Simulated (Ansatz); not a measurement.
# Single-point calculation of TiO (part 2 of 3)

TiO (P-62m, 6 atoms in the cell); DFT r2SCAN+U, scalar-relativistic, plane waves, PAW, Ueff = 4 eV on Ti d, spin-polarised (Ansatz 0.2.0); cutoff 500 eV, 6×6×6 k-mesh, Gaussian smearing of 0.1 eV, collinear spins. The structure derives from a Materials Project entry.

Geometry of the input (Å; fractional positions):
```
4.9891  0.0000  0.0000
-2.4945  4.3207  0.0000
0.0000  0.0000  2.8733
Ti 0.6667  0.3333  0.5000
Ti 0.3333  0.6667  0.5000
Ti 0.0000  0.0000  0.0000
O  0.6056  0.6056  0.0000
O  0.3944  0.0000  0.0000
O  0.0000  0.3944  0.0000
```

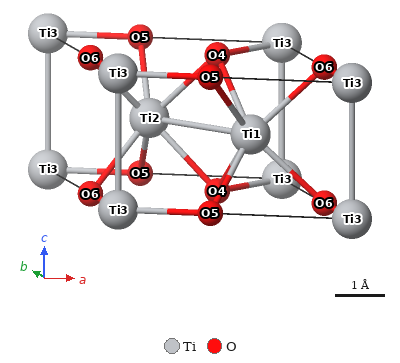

The input geometry (ball-and-stick view of the cell of the calculation, seen slightly off an axis; atoms are numbered from 1 in the order of the input). An atom can appear more than once, as a periodic image.

## Output, continued
```
SCF iter   1: F=-9210.148294 eV  HF=-9214.347440 eV  |F-HF|=4.20e0  |Δ(HF+E_count)|=         —  Δρ=6.11e-2 (↑6.11e-2 ↓4.94e-2)  dr2=7.50e0  dr2_τ=1.19e-1  dr2_m=8.33e-1  M=1.207 μB ∫|m|=1.671 μB  β_m=0.30  ethr=3.10e-3  ⟨swp⟩=5.1  Hψ=7759  notcnv=0
preconditioner: auto → Kerker (q_TF=auto, 2.667 Å⁻¹)  [metal: Δε(μ)=0.008 eV  Ē_g=10.896 eV  σ=0.100 eV  W_gap=0.05  n_scr=26 (ndim 8)  ℏωp=25.8 eV  f_vac=0.000  D(μ)=4.89/eV (n_scr^D=56)]
spin=Collinear: Kerker preconditioning applied to the charge; magnetization (m = ρ↑ − ρ↓) channel mixes plain (no charge-response kernel on spin).
SCF iter   2: F=-9215.956144 eV  HF=-9215.036559 eV  |F-HF|=9.20e-1  |Δ(HF+E_count)|=   6.89e-1  Δρ=3.63e-2 (↑3.58e-2 ↓3.63e-2)  dr2=6.43e-1  dr2_τ=4.25e-2  dr2_m=5.20e-1  M=0.956 μB ∫|m|=1.351 μB  β_m=0.30  ethr=3.10e-3  ⟨swp⟩=2.5  Hψ=3502  notcnv=0  defer=107  κ⁻¹=1.0e0(r=1)
SCF iter   3: F=-9216.155612 eV  HF=-9215.626111 eV  |F-HF|=5.30e-1  |Δ(HF+E_count)|=   5.90e-1  Δρ=3.09e-2 (↑3.09e-2 ↓3.06e-2)  dr2=4.41e-1  dr2_τ=1.40e-2  dr2_m=4.07e-1  M=0.647 μB ∫|m|=1.020 μB  β_m=0.30  ethr=1.19e-3  ⟨swp⟩=2.2  Hψ=2729  notcnv=0  defer=104  κ⁻¹=4.9e-3(r=2)
SCF iter   4: F=-9216.399235 eV  HF=-9216.037756 eV  |F-HF|=3.61e-1  |Δ(HF+E_count)|=   4.12e-1  Δρ=2.42e-2 (↑2.42e-2 ↓2.41e-2)  dr2=3.50e-2  dr2_τ=7.59e-3  dr2_m=3.21e-1  M=0.358 μB ∫|m|=0.750 μB  β_m=0.30  ethr=8.16e-4  ⟨swp⟩=2.6  Hψ=3709  notcnv=0  defer=107  κ⁻¹=1.0e-3(r=3)
SCF iter   5: F=-9216.480361 eV  HF=-9216.236156 eV  |F-HF|=2.44e-1  |Δ(HF+E_count)|=   1.98e-1  Δρ=2.01e-2 (↑2.01e-2 ↓2.01e-2)  dr2=2.87e-2  dr2_τ=4.15e-3  dr2_m=2.21e-1  M=0.212 μB ∫|m|=0.587 μB  β_m=0.30  ethr=6.48e-5  ⟨swp⟩=1.7  Hψ=2739  notcnv=0  defer=101  κ⁻¹=1.9e-4(r=4)
SCF iter   6: F=-9216.518953 eV  HF=-9216.370056 eV  |F-HF|=1.49e-1  |Δ(HF+E_count)|=   1.34e-1  Δρ=1.57e-2 (↑1.53e-2 ↓1.57e-2)  dr2=1.16e-2  dr2_τ=2.10e-3  dr2_m=1.33e-1  M=0.171 μB ∫|m|=0.494 μB  β_m=0.30  ethr=5.32e-5  ⟨swp⟩=1.9  Hψ=2859  notcnv=0  defer=91  κ⁻¹=7.3e-5(r=5)
SCF iter   7: F=-9216.535498 eV  HF=-9216.451621 eV  |F-HF|=8.39e-2  |Δ(HF+E_count)|=   8.16e-2  Δρ=1.20e-2 (↑1.20e-2 ↓1.19e-2)  dr2=5.27e-3  dr2_τ=1.30e-3  dr2_m=7.98e-2  M=0.145 μB ∫|m|=0.419 μB  β_m=0.30  ethr=2.15e-5  ⟨swp⟩=2.1  Hψ=3406  notcnv=0  defer=92  κ⁻¹=6.5e-6(r=6)
SCF iter   8: F=-9216.550963 eV  HF=-9216.499231 eV  |F-HF|=5.17e-2  |Δ(HF+E_count)|=   4.76e-2  Δρ=9.46e-3 (↑9.18e-3 ↓9.46e-3)  dr2=6.82e-3  dr2_τ=8.08e-4  dr2_m=4.84e-2  M=0.125 μB ∫|m|=0.359 μB  β_m=0.39  ethr=9.77e-6  ⟨swp⟩=2.4  Hψ=3669  notcnv=0  defer=86
Mixer restart at iter 8: flushing history
spin-set hold released at iteration 8 (site moments contracting): the magnetisation degrees of freedom join the quasi-Newton model from the next iteration; the mixer history was flushed
SCF iter   9: F=-9216.562893 eV  HF=-9216.531144 eV  |F-HF|=3.17e-2  |Δ(HF+E_count)|=   3.19e-2  Δρ=6.75e-3 (↑6.45e-3 ↓6.75e-3)  dr2=3.98e-3  dr2_τ=3.86e-4  dr2_m=2.41e-2  M=0.101 μB ∫|m|=0.304 μB  β_m=0.30  ethr=9.77e-6  ⟨swp⟩=2.0  Hψ=2722  notcnv=0  defer=87  κ⁻¹=1.0e0(r=1)
SCF iter  10: F=-9216.580435 eV  HF=-9216.576103 eV  |F-HF|=4.33e-3  |Δ(HF+E_count)|=   4.50e-2  Δρ=1.86e-3 (↑1.86e-3 ↓1.79e-3)  dr2=2.87e-3  dr2_τ=3.63e-5  dr2_m=9.34e-4  M=0.040 μB ∫|m|=0.170 μB  β_m=0.30  ethr=7.37e-6  ⟨swp⟩=2.1  Hψ=3958  notcnv=0  defer=93  κ⁻¹=6.8e-3(r=2)
SCF iter  11: F=-9216.582383 eV  HF=-9216.580679 eV  |F-HF|=1.70e-3  |Δ(HF+E_count)|=   4.58e-3  Δρ=1.57e-3 (↑1.57e-3 ↓1.51e-3)  dr2=1.95e-3  dr2_τ=2.44e-5  dr2_m=7.08e-4  M=0.031 μB ∫|m|=0.143 μB  β_m=1.20  ethr=5.32e-6  ⟨swp⟩=1.6  Hψ=2687  notcnv=0  defer=92  κ⁻¹=5.8e-3(r=3)
SCF iter  12: F=-9216.584264 eV  HF=-9216.583954 eV  |F-HF|=3.10e-4  |Δ(HF+E_count)|=   3.28e-3  Δρ=4.02e-4 (↑3.32e-4 ↓4.02e-4)  dr2=2.59e-4  dr2_τ=3.67e-6  dr2_m=1.90e-5  M=0.019 μB ∫|m|=0.090 μB  β_m=0.77  ethr=3.61e-6  ⟨swp⟩=2.0  Hψ=3600  notcnv=0  defer=92  κ⁻¹=6.8e-4(r=4)
SCF iter  13: F=-9216.584512 eV  HF=-9216.584241 eV  |F-HF|=2.70e-4  |Δ(HF+E_count)|=   2.87e-4  Δρ=3.03e-4 (↑2.72e-4 ↓3.03e-4)  dr2=1.23e-4  dr2_τ=1.83e-6  dr2_m=2.09e-5  M=0.021 μB ∫|m|=0.085 μB  β_m=1.20  ethr=4.80e-7  ⟨swp⟩=2.1  Hψ=2494  notcnv=0  defer=92  κ⁻¹=4.2e-4(r=5)
SCF iter  14: F=-9216.584942 eV  HF=-9216.584602 eV  |F-HF|=3.40e-4  |Δ(HF+E_count)|=   3.61e-4  Δρ=2.39e-4 (↑2.39e-4 ↓2.31e-4)  dr2=3.06e-5  dr2_τ=2.10e-6  dr2_m=2.42e-5  M=0.022 μB ∫|m|=0.092 μB  β_m=1.20  ethr=2.28e-7  ⟨swp⟩=2.6  Hψ=3366  notcnv=0  defer=92  κ⁻¹=1.0e-4(r=6)
SCF iter  15: F=-9216.585154 eV  HF=-9216.584775 eV  |F-HF|=3.79e-4  |Δ(HF+E_count)|=   1.73e-4  Δρ=2.44e-4 (↑2.44e-4 ↓2.35e-4)  dr2=2.18e-5  dr2_τ=2.09e-6  dr2_m=2.77e-5  M=0.022 μB ∫|m|=0.100 μB  β_m=1.20  ethr=5.67e-8  ⟨swp⟩=2.0  Hψ=2582  notcnv=0  defer=93  κ⁻¹=2.2e-5(r=7)
SCF iter  16: F=-9216.584597 eV  HF=-9216.584335 eV  |F-HF|=2.63e-4  |Δ(HF+E_count)|=   4.40e-4  Δρ=2.38e-4 (↑2.38e-4 ↓2.13e-4)  dr2=2.96e-5  dr2_τ=1.81e-6  dr2_m=2.03e-5  M=0.021 μB ∫|m|=0.081 μB  β_m=0.30  ethr=4.04e-8  ⟨swp⟩=2.3  Hψ=3420  notcnv=0  defer=93  κ⁻¹=6.7e-6(r=8)
SCF iter  17: F=-9216.584093 eV  HF=-9216.583949 eV  |F-HF|=1.44e-4  |Δ(HF+E_count)|=   3.86e-4  Δρ=2.53e-4 (↑2.53e-4 ↓2.02e-4)  dr2=1.83e-5  dr2_τ=9.07e-7  dr2_m=2.32e-5  M=0.016 μB ∫|m|=0.089 μB  β_m=1.20  ethr=4.04e-8  ⟨swp⟩=2.9  Hψ=3825  notcnv=0  defer=93  κ⁻¹=2.7e-6(r=8)
SCF iter  18: F=-9216.584124 eV  HF=-9216.584047 eV  |F-HF|=7.77e-5  |Δ(HF+E_count)|=   9.77e-5  Δρ=1.13e-4 (↑1.13e-4 ↓8.01e-5)  dr2=3.04e-6  dr2_τ=3.20e-7  dr2_m=4.21e-6  M=0.013 μB ∫|m|=0.086 μB  β_m=1.20  ethr=3.38e-8  ⟨swp⟩=2.6  Hψ=3506  notcnv=0  defer=92  κ⁻¹=3.0e-5(r=8)
SCF iter  19: F=-9216.584192 eV  HF=-9216.584128 eV  |F-HF|=6.41e-5  |Δ(HF+E_count)|=   8.14e-5  Δρ=8.27e-5 (↑8.27e-5 ↓7.86e-5)  dr2=2.20e-6  dr2_τ=2.48e-7  dr2_m=2.78e-6  M=0.012 μB ∫|m|=0.078 μB  β_m=1.20  ethr=5.63e-9  ⟨swp⟩=2.7  Hψ=3559  notcnv=0  defer=92  κ⁻¹=5.5e-5(r=8)
SCF iter  20: F=-9216.584287 eV  HF=-9216.584239 eV  |F-HF|=4.81e-5  |Δ(HF+E_count)|=   1.11e-4  Δρ=6.97e-5 (↑4.91e-5 ↓6.97e-5)  dr2=2.12e-6  dr2_τ=1.47e-7  dr2_m=1.56e-6  M=0.010 μB ∫|m|=0.064 μB  β_m=1.20  ethr=4.07e-9  ⟨swp⟩=3.0  Hψ=3921  notcnv=0  defer=92  κ⁻¹=1.7e-3(r=8)
SCF iter  21: F=-9216.584389 eV  HF=-9216.584368 eV  |F-HF|=2.04e-5  |Δ(HF+E_count)|=   1.29e-4  Δρ=5.16e-5 (↑4.65e-5 ↓5.16e-5)  dr2=3.35e-6  dr2_τ=7.77e-8  dr2_m=9.09e-7  M=0.006 μB ∫|m|=0.045 μB  β_m=1.20  ethr=3.93e-9  ⟨swp⟩=3.0  Hψ=4051  notcnv=0  defer=92  κ⁻¹=2.9e-3(r=8)
SCF iter  22: F=-9216.584465 eV  HF=-9216.584459 eV  |F-HF|=5.78e-6  |Δ(HF+E_count)|=   9.10e-5  Δρ=3.99e-5 (↑3.84e-5 ↓3.99e-5)  dr2=1.76e-6  dr2_τ=4.26e-8  dr2_m=2.57e-7  M=0.003 μB ∫|m|=0.023 μB  β_m=0.30  ethr=3.93e-9  ⟨swp⟩=3.1  Hψ=4065  notcnv=0  defer=92  κ⁻¹=9.9e-4(r=8)
SCF iter  23: F=-9216.584487 eV  HF=-9216.584485 eV  |F-HF|=1.73e-6  |Δ(HF+E_count)|=   2.59e-5  Δρ=3.46e-5 (↑3.16e-5 ↓3.46e-5)  dr2=6.14e-7  dr2_τ=3.20e-8  dr2_m=4.00e-7  M=0.001 μB ∫|m|=0.008 μB  β_m=0.31  ethr=3.27e-9  ⟨swp⟩=3.0  Hψ=4003  notcnv=0  defer=92  κ⁻¹=9.3e-4(r=8)
SCF iter  24: F=-9216.584490 eV  HF=-9216.584489 eV  |F-HF|=8.16e-7  |Δ(HF+E_count)|=   3.73e-6  Δρ=2.79e-5 (↑2.79e-5 ↓2.63e-5)  dr2=3.06e-7  dr2_τ=2.63e-8  dr2_m=3.26e-7  M=0.000 μB ∫|m|=0.002 μB  β_m=0.76  ethr=1.14e-9  ⟨swp⟩=3.0  Hψ=3809  notcnv=0  defer=92  κ⁻¹=6.9e-4(r=8)
iter 25 did not close the SCF: its close was put off for a magnetic moment that had not settled (scf_convergence_deferred on its scf_iter line)
SCF iter  25: F=-9216.584490 eV  HF=-9216.584490 eV  |F-HF|=1.82e-7  |Δ(HF+E_count)|=   1.02e-6  Δρ=9.74e-6 (↑9.01e-6 ↓9.74e-6)  dr2=5.41e-8  dr2_τ=1.64e-9  dr2_m=3.31e-8  M=-0.000 μB ∫|m|=0.001 μB  β_m=0.54  ethr=1.85e-10  ⟨swp⟩=7.9  Hψ=9225  notcnv=0  κ⁻¹=7.9e-4(r=8)
iter 26 did not close the SCF: its close was put off for a magnetic moment that had not settled (scf_convergence_deferred on its scf_iter line)
SCF iter  26: F=-9216.584490 eV  HF=-9216.584490 eV  |F-HF|=6.25e-8  |Δ(HF+E_count)|=   2.91e-7  Δρ=4.91e-6 (↑4.91e-6 ↓4.14e-6)  dr2=1.45e-8  dr2_τ=4.47e-10  dr2_m=6.61e-9  M=-0.000 μB ∫|m|=0.001 μB  β_m=0.31  ethr=1.00e-10  ⟨swp⟩=2.9  Hψ=6779  notcnv=0  κ⁻¹=3.3e-4(r=8)
iter 27 did not close the SCF: its close was put off for a magnetic moment that had not settled (scf_convergence_deferred on its scf_iter line)
SCF iter  27: F=-9216.584490 eV  HF=-9216.584490 eV  |F-HF|=1.96e-8  |Δ(HF+E_count)|=   6.06e-8  Δρ=3.85e-6 (↑3.37e-6 ↓3.85e-6)  dr2=4.83e-9  dr2_τ=2.52e-10  dr2_m=6.36e-9  M=-0.000 μB ∫|m|=0.001 μB  β_m=0.35  ethr=2.69e-11  ⟨swp⟩=2.2  Hψ=6244  notcnv=0  κ⁻¹=4.7e-5(r=8)
iter 28 did not close the SCF: its close was put off for a magnetic moment that had not settled (scf_convergence_deferred on its scf_iter line)
SCF iter  28: F=-9216.584490 eV  HF=-9216.584490 eV  |F-HF|=1.66e-8  |Δ(HF+E_count)|=   1.23e-9  Δρ=3.74e-6 (↑3.74e-6 ↓3.31e-6)  dr2=1.43e-9  dr2_τ=1.84e-10  dr2_m=6.67e-9  M=-0.000 μB ∫|m|=0.001 μB  β_m=1.20  ethr=8.95e-12  ⟨swp⟩=1.0  Hψ=5226  notcnv=0  κ⁻¹=4.0e-5(r=8)
iter 29 did not close the SCF: its close was put off for a magnetic moment that had not settled (scf_convergence_deferred on its scf_iter line)
SCF iter  29: F=-9216.584490 eV  HF=-9216.584490 eV  |F-HF|=1.96e-8  |Δ(HF+E_count)|=   1.61e-8  Δρ=2.04e-6 (↑2.04e-6 ↓2.01e-6)  dr2=6.26e-10  dr2_τ=1.70e-10  dr2_m=2.11e-9  M=-0.000 μB ∫|m|=0.001 μB  β_m=1.20  ethr=2.64e-12  ⟨swp⟩=1.0  Hψ=5569  notcnv=0  κ⁻¹=4.8e-5(r=8)
iter 30 did not close the SCF: its close was put off for a magnetic moment that had not settled (scf_convergence_deferred on its scf_iter line)
SCF iter  30: F=-9216.584490 eV  HF=-9216.584490 eV  |F-HF|=2.03e-8  |Δ(HF+E_count)|=   1.24e-9  Δρ=1.93e-6 (↑1.93e-6 ↓1.86e-6)  dr2=4.79e-10  dr2_τ=1.38e-10  dr2_m=1.85e-9  M=-0.000 μB ∫|m|=0.001 μB  β_m=0.87  ethr=1.16e-12  ⟨swp⟩=1.0  Hψ=4900  notcnv=0  κ⁻¹=1.4e-5(r=8)
iter 31 did not close the SCF: its close was put off for a magnetic moment that had not settled (scf_convergence_deferred on its scf_iter line)
SCF iter  31: F=-9216.584490 eV  HF=-9216.584490 eV  |F-HF|=1.62e-8  |Δ(HF+E_count)|=   7.38e-9  Δρ=2.36e-6 (↑2.36e-6 ↓2.35e-6)  dr2=6.18e-10  dr2_τ=1.30e-10  dr2_m=2.91e-9  M=-0.000 μB ∫|m|=0.001 μB  β_m=0.89  ethr=1.00e-12  ⟨swp⟩=1.0  Hψ=5629  notcnv=0  κ⁻¹=1.0e-5(r=8)
iter 32 did not close the SCF: its close was put off for a magnetic moment that had not settled (scf_convergence_deferred on its scf_iter line)
SCF iter  32: F=-9216.584490 eV  HF=-9216.584490 eV  |F-HF|=1.62e-8  |Δ(HF+E_count)|=  3.64e-12  Δρ=2.40e-6 (↑2.32e-6 ↓2.40e-6)  dr2=6.13e-10  dr2_τ=1.36e-10  dr2_m=2.95e-9  M=-0.000 μB ∫|m|=0.001 μB  β_m=0.90  ethr=1.00e-12  ⟨swp⟩=1.0  Hψ=5391  notcnv=0  κ⁻¹=2.3e-5(r=8)
iter 33 did not close the SCF: its close was put off for a magnetic moment that had not settled (scf_convergence_deferred on its scf_iter line)
SCF iter  33: F=-9216.584490 eV  HF=-9216.584490 eV  |F-HF|=1.69e-8  |Δ(HF+E_count)|=   1.25e-9  Δρ=2.42e-6 (↑2.24e-6 ↓2.42e-6)  dr2=7.18e-10  dr2_τ=1.29e-10  dr2_m=2.84e-9  M=-0.000 μB ∫|m|=0.001 μB  β_m=1.20  ethr=1.00e-12  ⟨swp⟩=1.0  Hψ=5599  notcnv=0  κ⁻¹=2.7e-4(r=8)
iter 34 did not close the SCF: its close was put off for a magnetic moment that had not settled (scf_convergence_deferred on its scf_iter line)
SCF iter  34: F=-9216.584490 eV  HF=-9216.584490 eV  |F-HF|=1.84e-8  |Δ(HF+E_count)|=   2.67e-9  Δρ=2.43e-6 (↑2.43e-6 ↓2.16e-6)  dr2=9.37e-10  dr2_τ=1.97e-10  dr2_m=2.61e-9  M=-0.000 μB ∫|m|=0.001 μB  β_m=0.79  ethr=1.00e-12  ⟨swp⟩=1.0  Hψ=6173  notcnv=0  κ⁻¹=1.2e-3(r=8)
iter 35 did not close the SCF: its close was put off for a magnetic moment that had not settled (scf_convergence_deferred on its scf_iter line)
SCF iter  35: F=-9216.584490 eV  HF=-9216.584490 eV  |F-HF|=1.48e-8  |Δ(HF+E_count)|=   1.51e-9  Δρ=2.57e-6 (↑2.51e-6 ↓2.57e-6)  dr2=4.96e-10  dr2_τ=1.26e-10  dr2_m=3.47e-9  M=-0.000 μB ∫|m|=0.001 μB  β_m=0.90  ethr=1.00e-12  ⟨swp⟩=1.0  Hψ=5577  notcnv=0  κ⁻¹=8.6e-4(r=8)
iter 36 did not close the SCF: its close was put off for a magnetic moment that had not settled (scf_convergence_deferred on its scf_iter line)
SCF iter  36: F=-9216.584490 eV  HF=-9216.584490 eV  |F-HF|=1.53e-8  |Δ(HF+E_count)|=   4.38e-9  Δρ=2.58e-6 (↑2.58e-6 ↓2.56e-6)  dr2=3.05e-10  dr2_τ=1.52e-10  dr2_m=3.59e-9  M=-0.000 μB ∫|m|=0.001 μB  β_m=0.92  ethr=1.00e-12  ⟨swp⟩=1.0  Hψ=4801  notcnv=0  κ⁻¹=1.3e-3(r=8)
iter 37 did not close the SCF: its close was put off for a magnetic moment that had not settled (scf_convergence_deferred on its scf_iter line)
SCF iter  37: F=-9216.584490 eV  HF=-9216.584490 eV  |F-HF|=1.41e-8  |Δ(HF+E_count)|=   5.49e-9  Δρ=2.52e-6 (↑2.52e-6 ↓2.49e-6)  dr2=6.09e-10  dr2_τ=1.49e-10  dr2_m=3.33e-9  M=-0.000 μB ∫|m|=0.001 μB  β_m=1.20  ethr=1.00e-12  ⟨swp⟩=1.0  Hψ=4977  notcnv=0  κ⁻¹=2.4e-3(r=8)
iter 38 did not close the SCF: its close was put off for a magnetic moment that had not settled (scf_convergence_deferred on its scf_iter line)
SCF iter  38: F=-9216.584490 eV  HF=-9216.584490 eV  |F-HF|=1.38e-8  |Δ(HF+E_count)|=   3.16e-9  Δρ=2.19e-6 (↑2.19e-6 ↓2.11e-6)  dr2=7.55e-10  dr2_τ=1.87e-10  dr2_m=2.35e-9  M=-0.000 μB ∫|m|=0.001 μB  β_m=0.47  ethr=1.00e-12  ⟨swp⟩=1.0  Hψ=4915  notcnv=0  κ⁻¹=1.8e-3(r=8)
iter 39 did not close the SCF: its close was put off for a magnetic moment that had not settled (scf_convergence_deferred on its scf_iter line)
SCF iter  39: F=-9216.584490 eV  HF=-9216.584490 eV  |F-HF|=2.34e-9  |Δ(HF+E_count)|=   4.14e-8  Δρ=1.01e-6 (↑1.01e-6 ↓9.12e-7)  dr2=2.30e-10  dr2_τ=1.45e-11  dr2_m=4.14e-10  M=-0.000 μB ∫|m|=0.000 μB  β_m=0.43  ethr=1.00e-12  ⟨swp⟩=1.0  Hψ=6725  notcnv=0  κ⁻¹=5.1e-4(r=8)
iter 40 did not close the SCF: its close was put off for a magnetic moment that had not settled (scf_convergence_deferred on its scf_iter line)
SCF iter  40: F=-9216.584490 eV  HF=-9216.584490 eV  |F-HF|=1.03e-9  |Δ(HF+E_count)|=   3.01e-9  Δρ=6.72e-7 (↑6.72e-7 ↓6.49e-7)  dr2=1.02e-10  dr2_τ=7.13e-12  dr2_m=1.78e-10  M=-0.000 μB ∫|m|=0.000 μB  β_m=0.67  ethr=1.00e-12  ⟨swp⟩=1.0  Hψ=5567  notcnv=0  κ⁻¹=5.7e-4(r=8)
```
